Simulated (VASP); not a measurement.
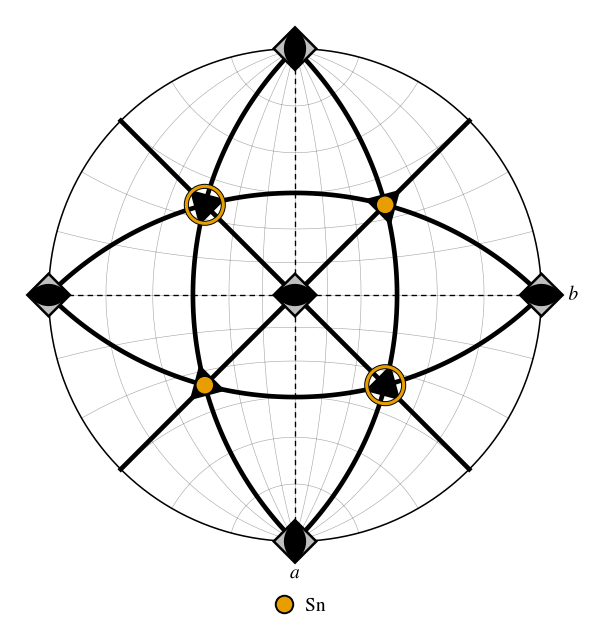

Crystal: Sn, coordinates from a relaxation with VASP Kohn-Sham DFT of a periodic cell, LDA, VASP PAW LDA potentials, recommended (VASP). Directions from one tin atom at (1/4, 1/4, 1/4) to its bonded neighbours, in stereographic projection down c (filled: above the plane of the page or in it, open: below). Geometry calculated from the standardised cell; symmetry tolerance 0.002 Å.

Neighbours are counted up to 3.14 Å for Sn. The symmetry elements of the site are drawn in: heavy lines are mirror planes (a heavy rim: a mirror in the plane of the page); lens, triangle, square and hexagon are 2-, 3-, 4- and 6-fold axes, a lens in an open square is −4, a triangle in an open hexagon −6; thin dashed diameters join the ends of axes that lie in the page; a small open circle marks inversion.

```yaml
crystal:
  lattice:
    - [6.47837, 0.00000, 0.00000]
    - [0.00000, 6.47837, 0.00000]
    - [0.00000, 0.00000, 6.47837]
  atoms:
    - { symbol: Sn, position: [0.25000, 0.25000, 0.25000] }
    - { symbol: Sn, position: [0.50000, 0.00000, 0.50000] }
    - { symbol: Sn, position: [0.25000, 0.75000, 0.75000] }
    - { symbol: Sn, position: [0.50000, 0.50000, 0.00000] }
    - { symbol: Sn, position: [0.75000, 0.25000, 0.75000] }
    - { symbol: Sn, position: [0.00000, 0.00000, 0.00000] }
    - { symbol: Sn, position: [0.75000, 0.75000, 0.25000] }
    - { symbol: Sn, position: [0.00000, 0.50000, 0.50000] }
```

> How many neighbours are there, and at what angles?

4: 4 Sn at 2.81 Å. Angles between bonds: 109° (6×).

> What is the site's symmetry in the crystal?

Point group -43m (Td), order 24: three −4 axes, four threefold axes, six mirror planes. In No. 227, Fd-3m, origin choice 1 this is Wyckoff position 8a.
